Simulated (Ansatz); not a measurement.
System: Cu, space group Fd-3m (No. 227) (one of a set of cubic test structures, which need not be the stable phase).

Input of one of the runs behind the figure:
```
crystal:
  lattice:
    - [0.0, 2.676738904886, 2.676738904886]
    - [2.676738904886, 0.0, 2.676738904886]
    - [2.676738904886, 2.676738904886, 0.0]
  atoms:
    - { symbol: Cu, position: [0, 0, 0] }
    - { symbol: Cu, position: [0.25, 0.25, 0.25] }
kpoints:
  mp_grid: { grid: [18, 18, 18] }
hamiltonian:
  xc: pbe
  pseudopotentials:
    kind: paw
    azcp:
      Cu: "pseudopotentials/pbe/paw/ansatz_paw_generated_hard_1/Cu.paw.azcp"
scf:
  occupations: { method: fermi_dirac, width: 0.061225619053 }
  convergence: { dr2_threshold: "1e-9 eV" }
  max_iter: 300
output:
  forces: true
  stress: true
```

Command:
```bash
ansatz run input.yaml --threads 1
```

Method: equation of state of a cubic crystal from periodic Kohn-Sham density functional theory without spin, third-order Birch-Murnaghan fit to the free energies; pressure corrected for the finite basis (Ansatz 0.2.0 development build). Level: PBE.

structure type diamond; atoms in cell 2; space group number 227; lattice centring face-centred primitive; k mesh 18×18×18; occupation method Fermi–Dirac; occupation width 0.06123 eV; wave cutoff 700 eV; datasets hard PAW; density tolerance 1e−09 eV; bands 23; density cutoff ratio 4; search for lower states default.

Describe the result: the energy above the lowest point and pressure against volume. The volume takes the values 18.03, 18.41, 18.80, 19.18, 19.56, 19.95, 20.33 Å³/atom.

A third-order Birch–Murnaghan fit gives V0 = 19.18 Å³/atom, B0 = 54.5 GPa and B′ = 5.1. The energy above the lowest point is 13.3 meV/atom at volume 18.03 Å³/atom and 10.5 meV/atom at 20.33 Å³/atom; the lowest computed point is at volume 19.18 Å³/atom (0.0 meV/atom), and no other minimum shows. The pressure falls from 3.937 GPa at volume 18.03 Å³/atom to −2.744 GPa at 20.33 Å³/atom, and changes sign near 19.18 Å³/atom.

```csv
volume (Å³/atom),energy above the lowest point (meV/atom),pressure (GPa)
18.03,13.3,3.937
18.41,5.6,2.460
18.80,1.3,1.151
19.18,0.0,-0.010
19.56,1.3,-1.033
19.95,4.9,-1.941
20.33,10.5,-2.744
```

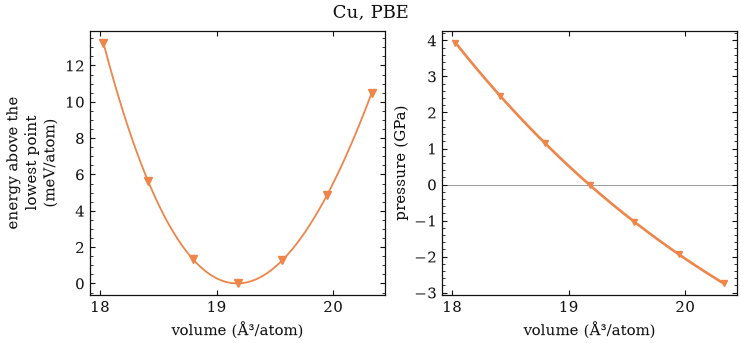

Caveats: cubic model structure, not the ambient form.
